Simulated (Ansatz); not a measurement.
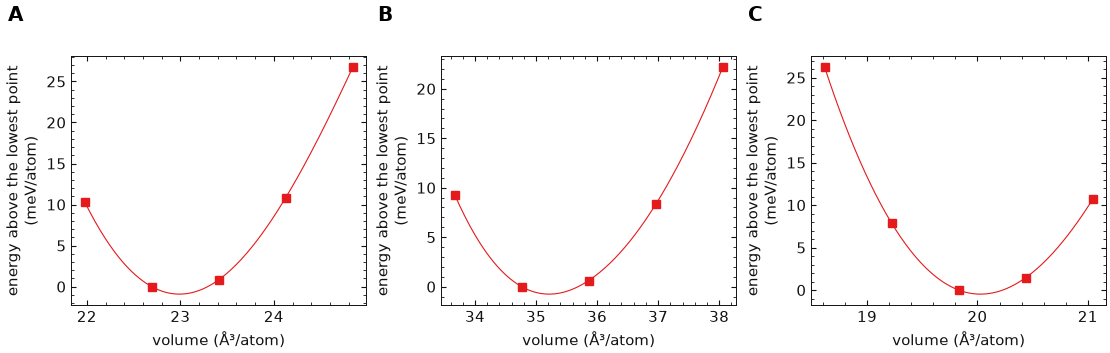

Each panel shows the energy above the lowest point against volume for one of these solids: Ge, Fd-3m (No. 227); InSb, F-43m (No. 216); ZnS, F-43m (No. 216).

Computed with Ansatz 0.2.0 development build: equation of state of a cubic crystal from periodic Kohn-Sham density functional theory without spin; pressure corrected for the finite basis. Level: HSE06.

Match the panels to the solids.

Answer. A is Ge (energy above the lowest point from 0.0 meV/atom to 26.7 meV/atom); B is InSb (energy above the lowest point from 0.0 meV/atom to 22.2 meV/atom); C is ZnS (energy above the lowest point from 0.0 meV/atom to 26.2 meV/atom).

For Ge, limits of the calculation: coarse k-mesh, values are not converged in k.

For InSb, limits of the calculation: coarse k-mesh, values are not converged in k.

For ZnS, limits of the calculation: modest k-mesh, values are not fully converged in k.
